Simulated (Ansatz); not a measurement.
## Electronic structure of C₆N (slab) in real space

The calculation's input:

```
crystal:
  lattice:
    - [2.4656258796, 0.0, 0.0]
    - [-1.2328129398, 2.1341717713, 0.0]
    - [0.0, 0.0, 25.7842703304]
  atoms:
    - { symbol: C, position: [0.6666996624, 0.3333993247, 0.3296583495] }
    - { symbol: C, position: [0.3333003376, 0.6666006753, 0.3296583495] }
    - { symbol: C, position: [0.1666996624, 0.3333993247, 0.4612166648] }
    - { symbol: C, position: [0.8333003376, 0.6666006753, 0.4612166648] }
    - { symbol: C, position: [0.6666996624, 0.3333993247, 0.59277498] }
    - { symbol: C, position: [0.3333003376, 0.6666006753, 0.59277498] }
    - { symbol: "N", position: [1.0, 1.0, 0.6075126474], spin: 3.0 }
basis:
  ecutwfc: 420
kpoints:
  mp_grid: { grid: [12, 12, 1] }
hamiltonian:
  xc: pbe
  dispersion: d3bj
scf:
  occupations: { method: gaussian, width: 0.05 }
output:
  forces: true
  eigenvalues: true
  populations: true
  write_density: true
  write_potential: true
  elf: true
  volumetric_format: npy
magnetization:
  spin_polarized: true
relax:
  adjacent_minimum: "off"
  f_tol: 0.03
  max_steps: 70
  constraints: [{ sites: [0, 1] }]
efield:
  axis: 3
  dipole_correction: true
  ramp_width: 0.04
```

Launched as:

```sh
ansatz run input.yaml --threads 1 --pin off --max-ram 2560MiB --backend cpu --events-out ev --progress --plain --runs-dir out
```

The fields are those of the relaxed geometry.

The SCF solution may not be the lowest one; the program warned that a starting moment wasn't kept; spin-polarised.

Theory: DFT PBE+D3(BJ), scalar-relativistic, plane waves, PAW (Ansatz).

The density is the valence pseudo-density of a PAW calculation; it isn't the true density close to the nuclei.

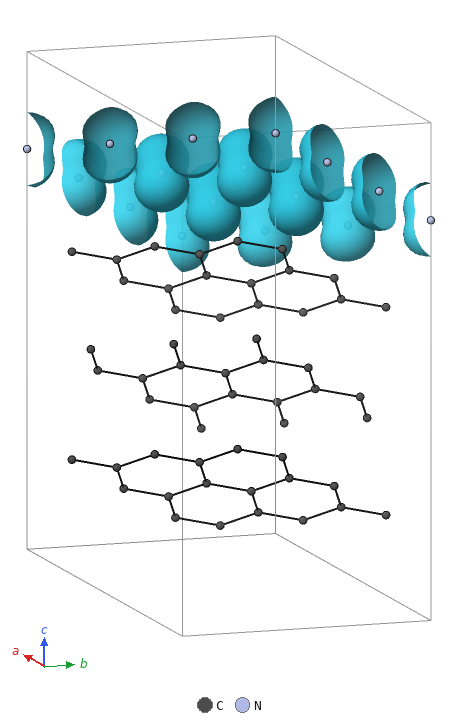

Figure 1. Isosurface of the spin density (up minus down) at −0.06 e/Å³ (cyan), seen at an oblique angle. Sticks mark near contacts.

### Which atoms carry the moments, and with what signs?

The spin density sits on N: −1.1 μB in one cell of 7 atoms: a single local moment. The cell of the calculation (7 atoms) carries 1.2 μB of net spin moment.

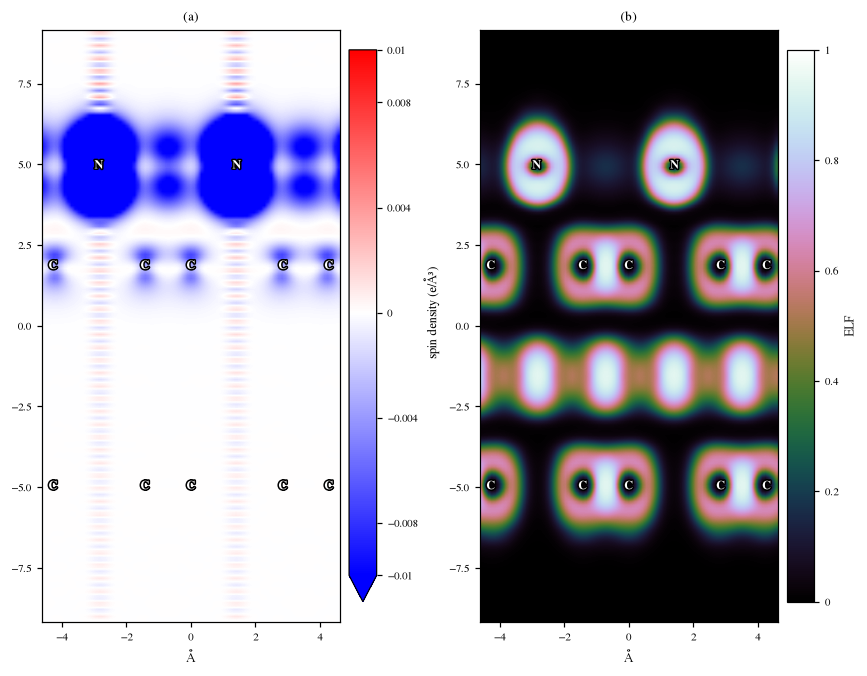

Figure 2. (a) magnetisation density (up minus down); (b) ELF on the (110) plane of the calculation cell, a cut from vacuum to vacuum.

### Interpret the plot.

The section cuts through C and N sites. Atoms just off the plane (C, 0.6 Å away) can leave unmarked features too. C–C (1.42 Å): the ELF peaks at about 0.95 between the atoms.

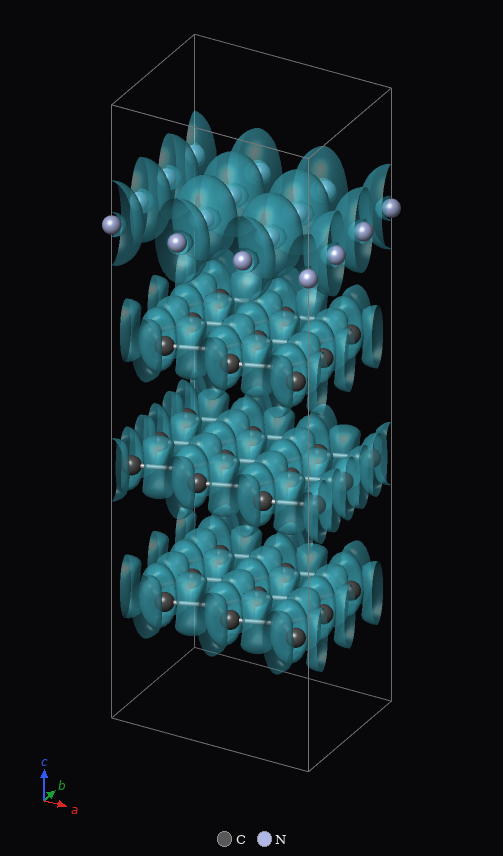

Figure 3. Isosurface of the electron localisation function at 0.7 (cyan), seen slightly off an axis. Only the valence region is drawn (cores and ρ < 0.01 e/Å³ removed). Sticks mark near contacts.

### What do the ELF domains correspond to?

The surface consists of nine regions between bonded C–C atoms and one region wrapped around N (its valence shell), counted in one cell of 7 atoms. Counts are for one cell; the picture repeats the cell along the surface. Along the contacts the grid gives the following. C–C (1.42 Å): the ELF peaks at about 0.95 between the atoms. N–N (2.46 Å): the ELF peaks at about 0.80 in the valence shell of N, 0.6 Å from its nucleus, and drops to about 0.15 between the two atoms.
